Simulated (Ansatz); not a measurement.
**Te2Mo: density, localisation and related maps**

Input

```
crystal:
  lattice:
    - [3.5182, 0.0, 0.0]
    - [-1.7591, 3.0468505756, 0.0]
    - [0.0, 0.0, 13.9736]
  atoms:
    - { symbol: Te, position: [0.333333333333, 0.666666666667, 0.621] }
    - { symbol: Te, position: [0.666666666667, 0.333333333333, 0.121] }
    - { symbol: Te, position: [0.333333333333, 0.666666666667, 0.879] }
    - { symbol: Te, position: [0.666666666667, 0.333333333333, 0.379] }
    - { symbol: Mo, position: [0.333333333333, 0.666666666667, 0.25] }
    - { symbol: Mo, position: [0.666666666667, 0.333333333333, 0.75] }
kpoints:
  mp_grid: { grid: [10, 10, 2] }
scf:
  occupations: { method: fermi_dirac, width: 0.05 }
hamiltonian:
  xc: lda
  pseudopotentials: { kind: paw }
relax:
  f_tol: 0.002
  max_steps: 80
  cell: {}
output:
  forces: true
  stress: true
  write_density: true
  write_potential: true
  elf: true
  volumetric_format: npy
```

Command:

```sh
ansatz run input.yaml --threads 2 --pin off --max-ram 6144MiB --backend cpu --events-out ev --progress --plain --runs-dir out
```

Below, planes, directions and counts refer to the conventional cell (a = 3.47 Å, b = 3.47 Å, c = 13.78 Å, α = 90.00°, β = 90.00°, γ = 120.00°).

The fields are those of the run's last geometry, not of the input's.

Space group P6₃/mmc; computed without spin polarisation.

Method: DFT, LDA, PAW with Ansatz's default frozen-core files, scalar-relativistic; relaxation of cell and atoms in Ansatz.

In a PAW calculation such maps are meaningful between the atoms, not at the nuclei.

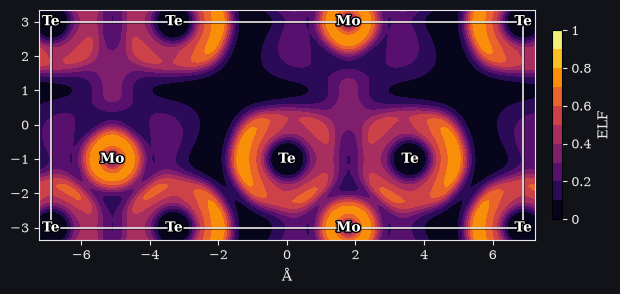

Figure 1. ELF on the (110) plane of the conventional cell.

**Interpret the plot.**

The plane passes through Te and Mo nuclei.
Te–Mo (2.69 Å): the ELF is about 0.55 at the midpoint.
The features right at Mo lie inside the PAW spheres, where the map follows smoothed inner orbitals and isn't to be read closely.

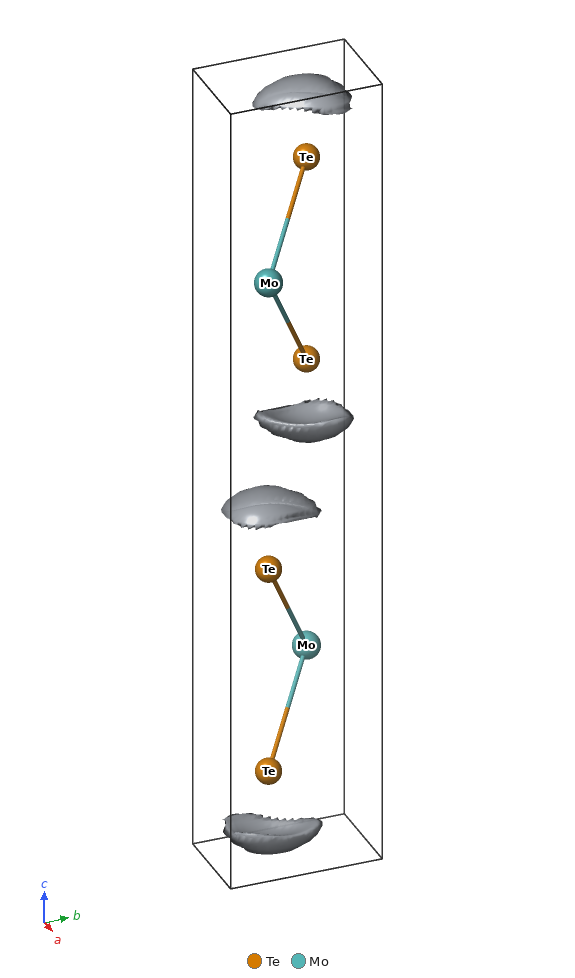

Figure 2. Isosurface of the electron localisation function at 0.7 (grey), seen slightly off an axis. Only the valence region is drawn (cores and ρ < 0.01 e/Å³ removed). Sticks mark near contacts.

**What do the ELF domains correspond to?**

The surface consists of four lobes on Te, pointing away from the bonds (lone pairs), counted in one cell of 6 atoms. Any copies at cell faces, edges or corners count once.
